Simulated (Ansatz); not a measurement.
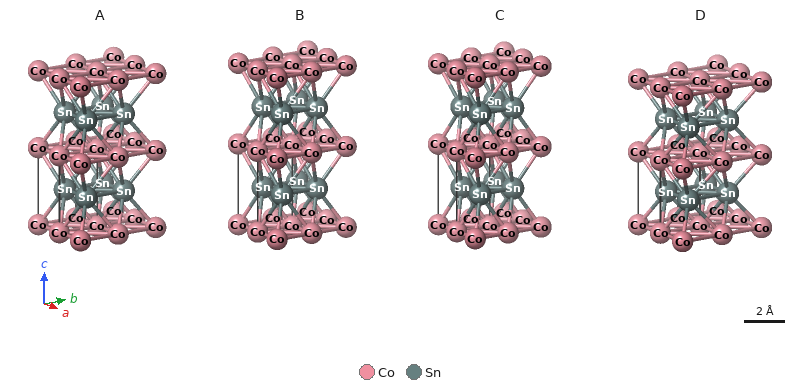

4 geometries from one relaxation of crystalline CoSn (a generated structure, set up in P-6m2) (coarse preliminary run), in shuffled order. Style: ball-and-stick. Shown: the cell of the calculation, repeated 2 × 2 × 2 with one cell outlined, slightly off an axis.

Case: Ir → Sn on all its sites, cell and atoms relaxed.

Computed with Ansatz, DFT PBE, scalar-relativistic, plane waves, PAW. Set-up: plane-wave cutoff 420 eV; k-point mesh 9 × 9 × 6; occupations gaussian; smearing width 0.1 eV; collinear spin; cell and atoms relaxed; force threshold 0.05 eV/Å; at most 60 steps.

### Put them in the order of the run, from the start to the converged end.

C, B, A, D. They are steps 0, 1, 3, 11, at +874 meV per atom, +398 meV per atom, +76.7 meV per atom relative to the last. The atoms keep their places relative to the cell (all moves are under 0.005 Å). The drawn cell changes as follows: a = b 2.664 → 3.198 Å (+20.0 %), c 4.167 → 3.769 Å (−9.6 %); the volume changes by +30.3 %. Among the contacts that change: Sn–Sn 2.664 → 3.198 Å, Co–Co 2.664 → 3.198 Å, Co–Sn 2.590 → 2.638 Å. Among the angles between lasting bonds that change: Sn–Co–Sn 107.1° → 91.2°, Sn–Co–Sn 61.9° → 74.6°, Sn–Co–Sn 145.4° → 139.0°. The space group stays P-6m2 (No. 187). Over 8 accepted moves (11 points after the start) the energy falls by 874 meV per atom. All forces vanish by symmetry, so only the cell relaxes. Pressure: 57.70 GPa at the start and −0.02 GPa at the end. The SCF was repeated 3 times at an unchanged geometry on a basis and grid sized afresh for the cell, which shifted the energy by 47.8 meV per atom at most. The run took of the order of 40 core-seconds on a shared host.
